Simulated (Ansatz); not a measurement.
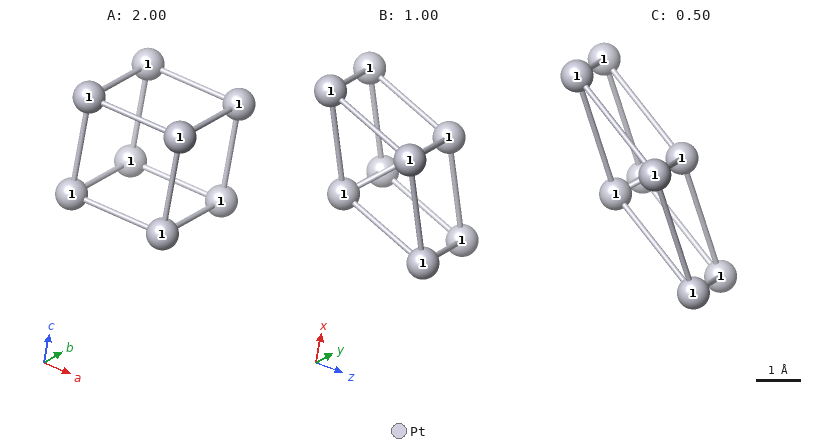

Energy scan for solid Pt (Im-3m), in which the ratio of the cell's length along [111] to its lengths across, counted as 1 for the reference, is changed at fixed volume (a trigonal path), with the atoms kept at their fractional coordinates. x, y and z are the Cartesian axes of the input. A ball-and-stick model of the cell of the calculation, seen slightly off an axis.

These are results of DFT PBE, scalar-relativistic, plane waves, PAW (Ansatz), not measurements. Settings: plane-wave cutoff 420 eV; k-point mesh 24 × 24 × 24; occupations gaussian; smearing width 0.15 eV; no spin polarisation. Energies (free energies at the smearing named) are counted from the cell as listed in its source, which wasn't relaxed.

### Order these geometries by energy, lowest first.

Lowest first: B (the relative ratio 1.00, 0 meV/atom), A (the relative ratio 2.00, 553 meV/atom), C (the relative ratio 0.50, 13749 meV/atom). Over the whole scan: the lowest computed point lies at the relative ratio 1.00 (0 meV/atom). At the ends of the scan the energy is 13749 meV/atom (0.50) and 553 meV/atom (2.00). The unrelaxed reference is under a pressure of −1.0 GPa. The distortion takes the space group from Im-3m to R-3m, except for Pm-3m at 2.00. At the relative ratio 2.00 the cell of the drawing goes a 2.744 → 2.515 Å, b 2.744 → 2.515 Å, c 2.744 → 2.515 Å, α 109.5° → 90.0°, β 109.5° → 90.0°, γ 109.5° → 90.0°.
